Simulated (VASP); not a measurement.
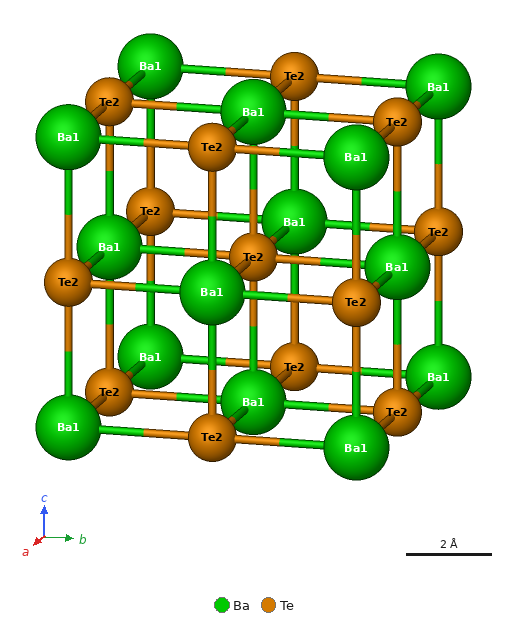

**Figure 1.** The structure as given in the input (ball-and-stick view of the cell 4 times as large as that of the calculation, set on its symmetry axes, seen slightly off an axis; atoms are numbered from 1 in the order of the input). Near neighbours in the crystal (not all of them lie inside the picture): Ba has 6 Te at 3.53 Å; Te has 6 Ba at 3.53 Å.

## BaTe: band-structure calculation

System: BaTe (Fm-3m, 2 atoms in the cell).
Method: DFT, LDA, plane waves, PAW (VASP 6.6.1).

The structure was built on a prototype by a generator. The geometry comes from this level: r2SCAN.

OSZICAR:
```
N       E                     dE             d eps       ncg     rms          rms(c)
DAV:   1     0.777063004885E+02    0.77706E+02   -0.62399E+03   480   0.890E+02
DAV:   2    -0.487009340795E+01   -0.82576E+02   -0.76004E+02   641   0.157E+02
DAV:   3    -0.957445304986E+01   -0.47044E+01   -0.46691E+01   628   0.395E+01
DAV:   4    -0.973678003247E+01   -0.16233E+00   -0.16230E+00   681   0.687E+00
DAV:   5    -0.973903367413E+01   -0.22536E-02   -0.22536E-02   645   0.691E-01    0.366E+00
DAV:   6    -0.958845506917E+01    0.15058E+00   -0.14617E-01   564   0.184E+00    0.235E+00
DAV:   7    -0.956734230566E+01    0.21113E-01   -0.89913E-02   579   0.148E+00    0.765E-01
DAV:   8    -0.956695959517E+01    0.38271E-03   -0.11872E-02   529   0.574E-01    0.164E-01
DAV:   9    -0.956701608603E+01   -0.56491E-04   -0.10726E-03   536   0.187E-01    0.578E-02
DAV:  10    -0.956693247081E+01    0.83615E-04   -0.20528E-04   578   0.856E-02    0.150E-02
DAV:  11    -0.956694006032E+01   -0.75895E-05   -0.43177E-05   565   0.321E-02    0.151E-02
DAV:  12    -0.956693663046E+01    0.34299E-05   -0.10930E-05   564   0.163E-02    0.199E-03
DAV:  13    -0.956693670682E+01   -0.76362E-07   -0.47702E-07   585   0.366E-03
   1 F= -.95669367E+01 E0= -.95669367E+01  d E =-.954560E-33
       N       E                     dE             ncg
DAV:   1    -0.176580290538E+02   -0.25168E+04      180
DAV:   2    -0.543762406738E+03   -0.52610E+03      236
DAV:   3    -0.575807302925E+03   -0.32045E+02      238
DAV:   4    -0.576675917301E+03   -0.86861E+00      224
DAV:   5    -0.576698778187E+03   -0.22861E-01      261
DAV:   6    -0.576698871796E+03   -0.93610E-04      231
DAV:   7    -0.576698872638E+03   -0.84128E-06      231
DAV:   8    -0.576698872647E+03   -0.88012E-08      167
```

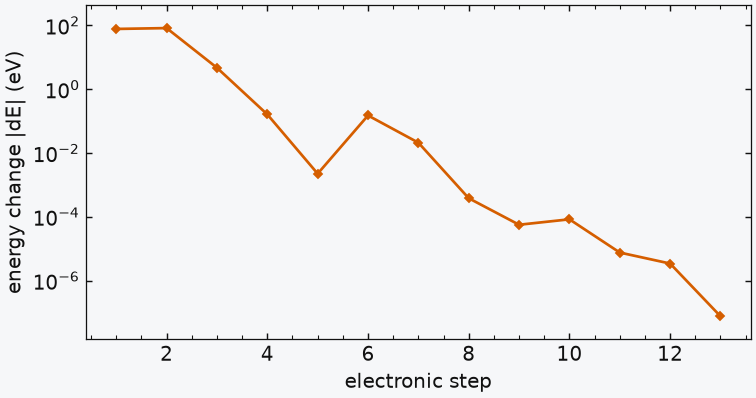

**Figure 2.** Convergence of the self-consistent field: energy change |dE| against the electronic step. It takes 13 electronic steps. The density is held fixed in the first few steps, and dE rises again when its update begins.

Parts of OUTCAR:
```
k-points           NKPTS =     16   k-points in BZ     NKDIM =     16   number of bands    NBANDS=     15

   NELECT =      16.0000    total number of electrons

   dimension x,y,z NGX =    40 NGY =   40 NGZ =   40
   dimension x,y,z NGXF=    80 NGYF=   80 NGZF=   80

  energy-cutoff  :      520.00
  volume of cell :       88.15
      direct lattice vectors                 reciprocal lattice vectors
     0.000000000  3.532386845  3.532386845    -0.141547351  0.141547351  0.141547351
     3.532386845  0.000000000  3.532386845     0.141547351 -0.141547351  0.141547351
     3.532386845  3.532386845  0.000000000     0.141547351  0.141547351 -0.141547351

 k-points in reciprocal lattice and weights: KPOINTS created by Atomic Simulation Env
   0.00000000  0.00000000  0.00000000       0.005
   0.16666667  0.00000000  0.00000000       0.037
   0.33333333  0.00000000  0.00000000       0.037
   0.50000000  0.00000000  0.00000000       0.019
   0.16666667  0.16666667  0.00000000       0.028
   0.33333333  0.16666667  0.00000000       0.111
   0.50000000  0.16666667  0.00000000       0.111
  -0.33333333  0.16666667  0.00000000       0.111
  -0.16666667  0.16666667  0.00000000       0.056
   0.33333333  0.33333333  0.00000000       0.028
   0.50000000  0.33333333  0.00000000       0.111
  -0.33333333  0.33333333  0.00000000       0.056
   0.50000000  0.50000000  0.00000000       0.014
   0.50000000  0.33333333  0.16666667       0.111
  -0.33333333  0.33333333  0.16666667       0.111
  -0.33333333  0.50000000  0.16666667       0.056

 E-fermi :   1.9931

 k-point     1 :       0.0000    0.0000    0.0000
  band No.  band energies     occupation
      1     -25.1093      2.00000
      2     -10.2712      2.00000
      3     -10.2712      2.00000
      4     -10.2712      2.00000
      5      -7.6364      2.00000
      6       1.9115      2.00000
      7       1.9115      2.00000
      8       1.9115      2.00000
      9       4.4934      0.00000
     10       4.7343      0.00000
     11       4.7343      0.00000
     12       4.7343      0.00000
     13       5.3735      0.00000
     14       5.3735      0.00000
     15       8.7443      0.00000

 k-point     2 :       0.1667    0.0000    0.0000
  band No.  band energies     occupation
      1     -25.1063      2.00000
      2     -10.3809      2.00000
      3     -10.2742      2.00000
      4     -10.2742      2.00000
      5      -7.4595      2.00000
      6       1.0990      2.00000
      7       1.5450      2.00000
      8       1.5450      2.00000
      9       4.7428      0.00000
     10       5.0622      0.00000
     11       5.0622      0.00000
     12       5.6199      0.00000
     13       6.1057      0.00000
     14       6.1057      0.00000
     15       9.5468      0.00000

 k-point     3 :       0.3333    0.0000    0.0000
  band No.  band energies     occupation
      1     -25.1005      2.00000
      2     -10.5712      2.00000
      3     -10.2800      2.00000
      4     -10.2800      2.00000
      5      -7.1242      2.00000
      6       0.0894      2.00000
      7       1.0231      2.00000
      8       1.0231      2.00000
      9       5.1693      0.00000
     10       5.8962      0.00000
     11       5.8962      0.00000
     12       6.9941      0.00000
     13       7.6873      0.00000
     14       7.6873      0.00000
     15       9.6888      0.00000

 k-point     4 :       0.5000    0.0000    0.0000
  band No.  band energies     occupation
      1     -25.0976      2.00000
      2     -10.6558      2.00000
      3     -10.2829      2.00000
      4     -10.2829      2.00000
      5      -6.9608      2.00000
      6      -0.3054      2.00000
      7       0.8171      2.00000
      8       0.8171      2.00000
      9       5.9419      0.00000
     10       6.4747      0.00000
     11       6.6218      0.00000
     12       6.6218      0.00000
     13       8.7117      0.00000
     14       8.7117      0.00000
     15       9.1454      0.00000

 k-point     5 :       0.1667    0.1667    0.0000
  band No.  band energies     occupation
      1     -25.1054      2.00000
      2     -10.3717      2.00000
      3     -10.2905      2.00000
      4     -10.2905      2.00000
      5      -7.4435      2.00000
      6       0.7949      2.00000
      7       1.7138      2.00000
      8       1.7138      2.00000
      9       4.2603      0.00000
     10       5.0653      0.00000
     11       5.5455      0.00000
     12       5.5455      0.00000
     13       5.5547      0.00000
     14       7.2953      0.00000
     15       9.7898      0.00000

 k-point     6 :       0.3333    0.1667    0.0000
  band No.  band energies     occupation
      1     -25.1005      2.00000
      2     -10.4964      2.00000
      3     -10.3031      2.00000
      4     -10.2993      2.00000
      5      -7.2502      2.00000
      6       0.3025      2.00000
      7       1.2165      2.00000
      8       1.3647      2.00000
      9       4.3457      0.00000
     10       5.8661      0.00000
     11       6.1416      0.00000
     12       6.4677      0.00000
     13       6.5846      0.00000
     14       8.5498      0.00000
     15       9.7180      0.00000

 k-point     7 :       0.5000    0.1667    0.0000
  band No.  band energies     occupation
      1     -25.0966      2.00000
      2     -10.5951      2.00000
      3     -10.3190      2.00000
      4     -10.2995      2.00000
      5      -7.0771      2.00000
      6      -0.0015      2.00000
      7       0.8526      2.00000
      8       0.9735      2.00000
      9       5.1148      0.00000
     10       6.5137      0.00000
     11       6.7795      0.00000
     12       6.9798      0.00000
     13       7.8101      0.00000
     14       8.5491      0.00000
     15       8.9908      0.00000

 k-point     8 :      -0.3333    0.1667    0.0000
  band No.  band energies     occupation
      1     -25.0976      2.00000
      2     -10.5791      2.00000
      3     -10.3324      2.00000
      4     -10.2833      2.00000
      5      -7.0856      2.00000
      6      -0.0043      2.00000
      7       0.8693      2.00000
      8       1.0380      2.00000
      9       5.4619      0.00000
     10       5.9983      0.00000
     11       6.3920      0.00000
     12       6.7505      0.00000
     13       7.4429      0.00000
     14       9.1254      0.00000
     15       9.8442      0.00000

 k-point     9 :      -0.1667    0.1667    0.0000
  band No.  band energies     occupation
      1     -25.1024      2.00000
      2     -10.4744      2.00000
      3     -10.3122      2.00000
      4     -10.2706      2.00000
      5      -7.2742      2.00000
      6       0.4444      2.00000
      7       1.1105      2.00000
      8       1.4559      2.00000
      9       5.0394      0.00000
     10       5.2493      0.00000
     11       5.4886      0.00000
     12       6.0135      0.00000
     13       7.1736      0.00000
     14       7.5772      0.00000
     15       9.9861      0.00000

 k-point    10 :       0.3333    0.3333    0.0000
  band No.  band energies     occupation
      1     -25.0976      2.00000
      2     -10.4639      2.00000
      3     -10.3292      2.00000
      4     -10.3292      2.00000
      5      -7.3466      2.00000
      6       0.4122      2.00000
      7       1.5447      2.00000
      8       1.5447      2.00000
      9       3.6111      0.00000
     10       5.8240      0.00000
     11       5.9813      0.00000
     12       7.0166      0.00000
     13       7.0166      0.00000
     14       8.5938      0.00000
     15       9.7745      0.00000

 k-point    11 :       0.5000    0.3333    0.0000
  band No.  band energies     occupation
      1     -25.0947      2.00000
      2     -10.4797      2.00000
      3     -10.3725      2.00000
      4     -10.3325      2.00000
      5      -7.3147      2.00000
      6       0.6053      2.00000
      7       1.0937      2.00000
      8       1.3242      2.00000
      9       3.9341      0.00000
     10       6.7032      0.00000
     11       6.7670      0.00000
     12       7.0488      0.00000
     13       7.1907      0.00000
     14       7.5207      0.00000
     15       9.3834      0.00000

 k-point    12 :      -0.3333    0.3333    0.0000
  band No.  band energies     occupation
      1     -25.0947      2.00000
      2     -10.5055      2.00000
      3     -10.4093      2.00000
      4     -10.3097      2.00000
      5      -7.1803      2.00000
      6       0.3380      2.00000
      7       0.9170      2.00000
      8       1.0010      2.00000
      9       4.9986      0.00000
     10       6.3391      0.00000
     11       6.5638      0.00000
     12       6.6436      0.00000
     13       8.0798      0.00000
     14       8.1921      0.00000
     15       9.7002      0.00000

 k-point    13 :       0.5000    0.5000    0.0000
  band No.  band energies     occupation
      1     -25.0937      2.00000
      2     -10.4648      2.00000
      3     -10.3488      2.00000
      4     -10.3488      2.00000
      5      -7.4375      2.00000
      6       0.7762      2.00000
      7       1.5262      2.00000
      8       1.5262      2.00000
      9       3.3605      0.00000
     10       6.2423      0.00000
     11       6.2468      0.00000
     12       7.2904      0.00000
     13       7.4492      0.00000
     14       7.4492      0.00000
     15       9.4491      0.00000

 k-point    14 :       0.5000    0.3333    0.1667
  band No.  band energies     occupation
      1     -25.0966      2.00000
      2     -10.5158      2.00000
      3     -10.3559      2.00000
      4     -10.3107      2.00000
      5      -7.2033      2.00000
      6       0.2762      2.00000
      7       0.9914      2.00000
      8       1.2120      2.00000
      9       4.5799      0.00000
     10       6.0888      0.00000
     11       6.6404      0.00000
     12       6.8150      0.00000
     13       7.3331      0.00000
     14       8.6134      0.00000
     15       9.2274      0.00000

 k-point    15 :      -0.3333    0.3333    0.1667
  band No.  band energies     occupation
      1     -25.0947      2.00000
      2     -10.5168      2.00000
      3     -10.3766      2.00000
      4     -10.3311      2.00000
      5      -7.1802      2.00000
      6       0.3441      2.00000
      7       0.9309      2.00000
      8       0.9755      2.00000
      9       5.3662      0.00000
     10       5.4764      0.00000
     11       7.0487      0.00000
     12       7.0628      0.00000
     13       7.2273      0.00000
     14       8.9422      0.00000
     15       9.6901      0.00000

 k-point    16 :      -0.3333    0.5000    0.1667
  band No.  band energies     occupation
      1     -25.0937      2.00000
      2     -10.4359      2.00000
      3     -10.3944      2.00000
      4     -10.3779      2.00000
      5      -7.2999      2.00000
      6       0.8415      2.00000
      7       0.8480      2.00000
      8       1.1580      2.00000
      9       4.3721      0.00000
     10       6.2945      0.00000
     11       6.4215      0.00000
     12       6.9985      0.00000
     13       7.4573      0.00000
     14       8.1390      0.00000
     15       9.7579      0.00000

  Total       -1.1870622     -1.1870622     -1.1870622     -0.0000000      0.0000000      0.0000000
  in kB      -21.5749240    -21.5749240    -21.5749240     -0.0000000      0.0000000      0.0000000
  external PRESSURE =     -21.5749240 kB  Pullay stress =       0.0000000 kB

 POSITION                                       TOTAL-FORCE (eV/Angst)
 -----------------------------------------------------------------------------------
      0.00000      0.00000      0.00000        -0.000000     -0.000000     -0.000000
      3.53239      3.53239      3.53239         0.000000      0.000000      0.000000
 -----------------------------------------------------------------------------------
    total drift:                                0.000000     -0.000000     -0.000000

  FREE ENERGIE OF THE ION-ELECTRON SYSTEM (eV)
  ---------------------------------------------------
  free  energy   TOTEN  =        -9.5669367068 eV

  energy  without entropy=       -9.5669367068  energy(sigma->0) =       -9.56693671
```

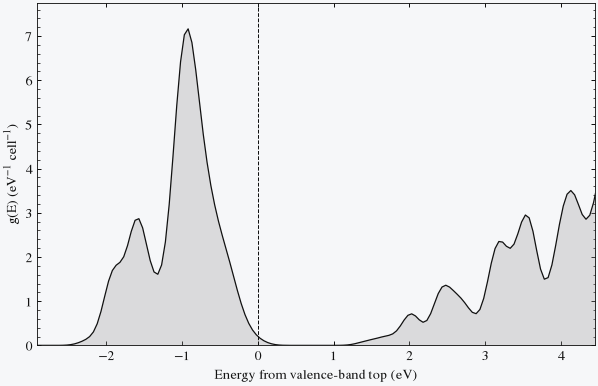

**Figure 3.** Density of states (the curve is built from the levels of the k mesh with Gaussians 0.3 eV wide, which also blur the band edges), with energies from the valence-band top. There is a gap of 1.45 eV on the k-point mesh. Small ripples come from the finite k-point mesh.

The run was set up as follows.

INCAR:
```
ENCUT = 520.000000
SIGMA = 0.010000
EDIFF = 1.00e-07
GGA = CA
PREC = Accurate
IBRION = -1
ISIF = 2
ISMEAR = 0
NBANDS = 15
NELM = 120
NSW = 0
LASPH = .TRUE.
LCHARG = .TRUE.
LELF = .TRUE.
LWAVE = .FALSE.
LREAL = .FALSE.
```

KPOINTS:
```
KPOINTS created by Atomic Simulation Environment
0
Gamma
6 6 6
0 0 0
```

KPOINTS_OPT:
```
special points
6
Reciprocal
0.0000000000 0.0000000000 0.0000000000 1
0.5000000000 0.0000000000 0.5000000000 1
0.5000000000 0.2500000000 0.7500000000 1
0.3750000000 0.3750000000 0.7500000000 1
0.5000000000 0.5000000000 0.5000000000 1
0.6250000000 0.2500000000 0.6250000000 1
```

POSCAR:
```
Ba Te
 1.0000000000000000
     0.0000000000000000    3.5323868449000000    3.5323868449000000
     3.5323868449000000    0.0000000000000000    3.5323868449000000
     3.5323868449000000    3.5323868449000000    0.0000000000000000
 Ba  Te
   1   1
Cartesian
  0.0000000000000000  0.0000000000000000  0.0000000000000000
  3.5323868449000000  3.5323868449000000  3.5323868449000000
```

Command:
```bash
mpirun -np 1 vasp_std
```

Key numbers:

- outcome: converged
- space group (tolerance 0.01 Å): Fm-3m (225)
- electrons treated: 16
- free energy: −9.5669 eV
- Fermi energy: 1.993 eV
- band gap: 1.45 eV
- pressure: −2.16 GPa
- largest force (length of the vector): under 0.001 eV/Å
- hardware: 1 CPU thread, shared host
- wall time: 12 s
- peak memory: 0.2 GiB

Remarks:

Spin-orbit coupling is left out, which matters for Te.
